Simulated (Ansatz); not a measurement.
# Energy of SrO along a shift of atoms along one path

System: SrO (Imm2, 2 atoms in the cell).
Method: DFT PBE, scalar-relativistic, plane waves, PAW, no spin polarisation (Ansatz 0.2.0).

The 8 runs differ only in the geometry, by a shift of atoms along one path in a fixed cell. The shift s is measured from run 5: O2 moves along the Cartesian direction (0.00, −0.71, −0.71). The structure derives from an entry of the Crystallography Open Database.

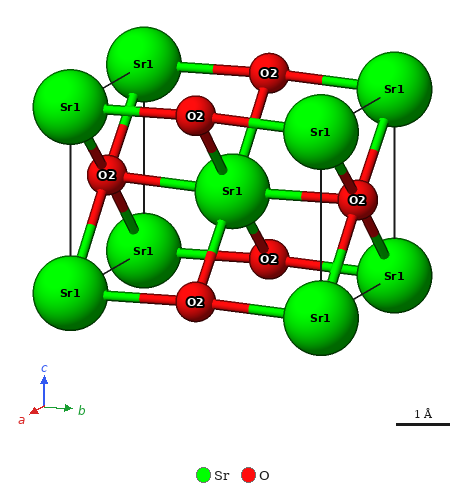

Figure 1. The structure of run 5 (ball-and-stick view of the cell 2 times as large as that of the calculation, set on its symmetry axes, seen slightly off an axis; atoms are numbered from 1 in the order of the input).

### Input of run 5
```yaml
crystal:
  lattice:
    - [0.0, 2.5973917585, 2.5973917585]
    - [2.5973917585, 0.0, 2.5973917585]
    - [2.5973917585, 2.5973917585, 0.0]
  atoms:
    - { symbol: Sr, position: [0.0, 0.0, 0.0] }
    - { symbol: O, position: [0.4795822065, 0.5, 0.5] }
basis:
  ecutwfc: 420
kpoints:
  mp_grid: { grid: [8, 8, 8] }
hamiltonian:
  xc: pbe
scf:
  occupations: { method: gaussian, width: 0.05 }
output:
  forces: true
  stress: true
  eigenvalues: true
```

Run 2 differs from it as follows:
```diff
-    - { symbol: O, position: [0.4795822065, 0.5, 0.5] }
+    - { symbol: O, position: [0.5272237247, 0.5, 0.5] }
```

### Results, with one run withheld

| run | shift s of O2 (Å) | free energy per atom, from the lowest run given (meV) | pressure (GPa) | gap on the mesh (eV) | force along the path (eV/Å) |
| --- | --- | --- | --- | --- | --- |
| 1 | −0.2750 | 18.76 | 0.96 | 3.56 | 0.404 |
| 2 | −0.1750 | ? | ? | ? | ? |
| 3 | −0.0500 | 0.00 | 0.02 | 3.33 | −0.045 |
| 4 | −0.0250 | 0.84 | 0.07 | 3.34 | −0.090 |
| 5 | 0.0000 | 2.25 | 0.14 | 3.36 | −0.136 |
| 6 | 0.0500 | 6.88 | 0.37 | 3.42 | −0.235 |
| 7 | 0.0750 | 10.14 | 0.54 | 3.46 | −0.288 |
| 8 | 0.1000 | 14.09 | 0.73 | 3.51 | −0.344 |

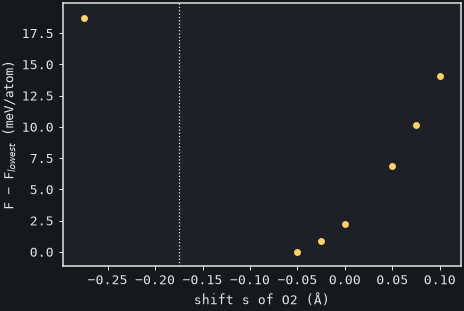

Figure 2. Free energy per atom of the runs given; the dotted line marks run 2.

Fit the runs given and predict run 2.

A cubic polynomial in the coordinate, fitted to the 7 runs given, misses them by at most 0.02 meV per atom. With x = s + 0.0179, it reads F = 1.16 + 50.972 x + 486.53 x² + 85.644 x³ (meV per atom). At run 2 it gives 4.83 meV per atom, and the run itself gives 4.26. The slope of the fit gives a force −dF/ds of 0.191 eV/Å along the path (summed over the atoms that move), and the printed forces give 0.185 eV/Å. The fit has its minimum at s = −0.0710 Å. So low a polynomial doesn't follow these energies more closely. The gap on the mesh lies between 3.33 eV (run 3) and 3.56 eV (run 1); run 2 has 3.39 eV. These are gaps of this functional on this mesh, which can miss the band edges; they aren't the measured gap.

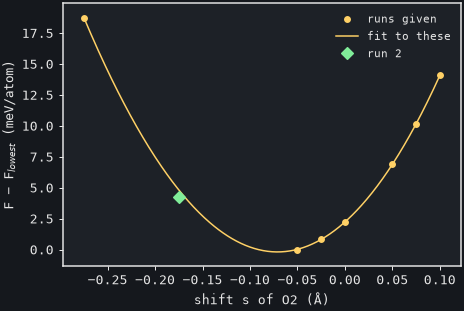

Figure 3. The fit and the withheld run.

### Output, shortened to warnings, some set-up lines, iterations and results (run 2)
```
Basis set: ecut = 420 eV, 701 PW (Γ), exchange–correlation on 50×50×50 points (8 copies of the dense FFT grid, shifted against one another)
Symmetry: 4 space group operations
k-points: 95 of 512 (time reversal used)
Initial density: superposition of atomic densities (neutral atoms: chi_scale 0, normalization atom), corrected by the library's trained network
[...]
SCF iter   1: F=—  HF=-4114.618642 eV  |F-HF|=—  |Δ(HF+E_count)|=         —  Δρ=3.93e-4  dr2=1.18e-5  ethr=1.77e-3  ⟨swp⟩=8.4  Hψ=9171  notcnv=0
SCF iter   2: F=—  HF=-4114.619569 eV  |F-HF|=—  |Δ(HF+E_count)|=   9.27e-4  Δρ=4.29e-4  dr2=6.77e-5  ethr=7.37e-8  ⟨swp⟩=4.2  Hψ=3782  notcnv=0
SCF iter   3: F=—  HF=-4114.619604 eV  |F-HF|=—  |Δ(HF+E_count)|=   3.53e-5  Δρ=1.30e-4  dr2=2.67e-6  ethr=7.37e-8  ⟨swp⟩=2.5  Hψ=1965  notcnv=0
SCF iter   4: F=—  HF=-4114.619622 eV  |F-HF|=—  |Δ(HF+E_count)|=   1.78e-5  Δρ=6.69e-5  dr2=1.04e-6  ethr=1.67e-8  ⟨swp⟩=3.0  Hψ=1888  notcnv=0
SCF iter   5: F=—  HF=-4114.619623 eV  |F-HF|=—  |Δ(HF+E_count)|=   6.47e-7  Δρ=2.92e-5  dr2=2.43e-7  ethr=6.50e-9  ⟨swp⟩=2.0  Hψ=1420  notcnv=0
SCF iter   6: F=-4114.619623 eV  HF=-4114.619623 eV  |F-HF|=2.46e-8  |Δ(HF+E_count)|=   4.08e-8  Δρ=9.33e-6  dr2=3.05e-8  ethr=6.25e-10  ⟨swp⟩=6.2  Hψ=5492  notcnv=0
SCF 1 converged in 6 iterations: F = -4114.619623 eV  dr2 = 3.05e-8
SCF converged after 6 iterations
Free energy (F): -4114.619623 eV
Harris-Foulkes:  -4114.619623 eV  (|F-HF|=2.46e-8)
Internal energy: -4114.619623 eV  (E = F + TS)
E sigma→0 (E₀):  -4114.619623 eV
Fermi energy:    9.276985 eV
--- Per-component energies (eV) ---
  E_band       = -63.915668
  E_kinetic    = 422.234925
  E_local      = -879.581306  (includes V_loc(G=0)·N_el)
  E_nonlocal   = 250.062066
  E_hartree    = 239.024219
  E_xc         = -249.147148
  E_vxc        = -258.857226  (∫ρ·V_xc dr)
  E_paw        = -2852.279295  (= ΣΔE_a)
  E_vpaw       = -75.822277  (= ΣTr[D̂ρ^β])
  E_aug_tail   = 0.002366  (compensation charges beyond the density's cutoff)
  E_ewald      = -1044.935450
  E_smearing   = -0.000000  (= −TS)
  E_closure    = 0.000000  (closes the sum)
  Σ components = -4114.619623   (vs F -4114.619623, Δ=0.00e0)
--- Forces (eV/Å), atoms counted from 1 ---
  atom   1  Sr     0.00000000     0.13048995     0.13048995
  atom   2  O      0.00000000    -0.13051685    -0.13051685
  max |Σ_I F_I| component: 2.69e-5 eV/Å
--- Stress (GPa, compression-positive) ---
       -0.070752       0.000000      -0.000000
        0.000000       0.398734      -0.050101
       -0.000000      -0.050101       0.398734
  P = ⅓ Tr σ = 0.2422 GPa (2.422 kbar)
```
